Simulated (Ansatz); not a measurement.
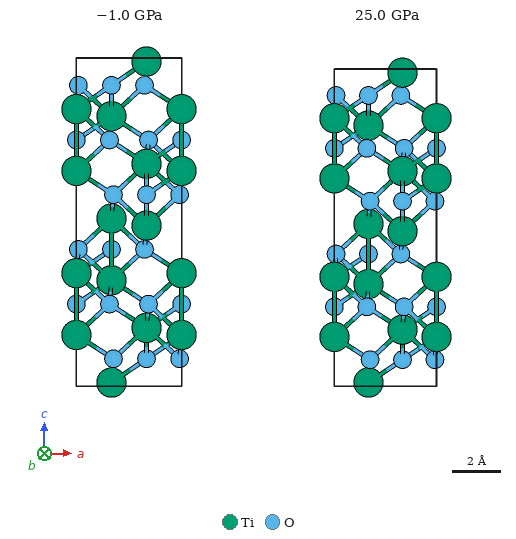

Solid Ti2O3 (set up in R-3c), relaxed (cell and atoms) at several target pressures. The picture shows the first and the last member. Style: ball-and-stick. Shown: the conventional cell (3 times the calculation's cell), along the b axis. Lengths and directions refer to the drawn axes.

Computed with Ansatz 0.2.0: DFT r2SCAN, scalar-relativistic, plane waves, PAW. (plane-wave cutoff 500 eV; k-point mesh 12 × 12 × 12; occupations gaussian; smearing width 0.1 eV; no spin polarisation; cell and atoms relaxed; force threshold 0.008 eV/Å)

| pressure (GPa) | volume (Å³/atom) | a (Å) | c (Å) |
| --- | --- | --- | --- |
| −1.0 | 10.358 | 5.101 | 13.787 |
| 0.0 | 10.314 | 5.094 | 13.766 |
| 1.0 | 10.270 | 5.088 | 13.746 |
| 4.0 | ? | ? | ? |
| 12.0 | 9.844 | 5.019 | 13.535 |
| 25.0 | 9.440 | 4.955 | 13.322 |

Fill in the missing row.

Murnaghan's form V = V₀(1 + B′P/B₀)^(−1/B′), with V₀ = 10.314 Å³ from the row at zero pressure, fits the other rows with B₀ = 233 GPa and B′ = 4.21 (largest miss 0.001 Å³). At 4.0 GPa it gives 10.314 × (1 + 4.21 × 4.0/233)^(−1/4.21) = 10.144 Å³ per atom. The calculation gives 10.145 Å³/atom (a = 5.067 Å, c = 13.687 Å). The estimate is 0.001 Å³/atom too low. From the first member to the last: Ti–Ti 2.960 → 2.877 Å, O–Ti 2.017 → 1.944 Å, Ti–Ti 2.595 → 2.525 Å.

The whole series:

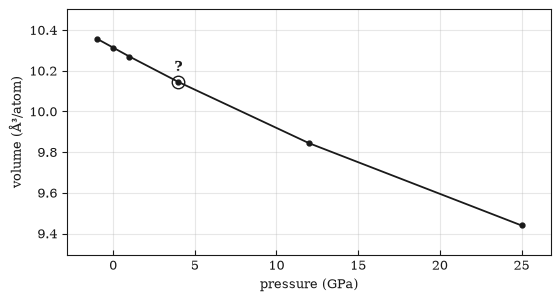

Each member starts from this one structure; whether another phase lies lower wasn't checked.
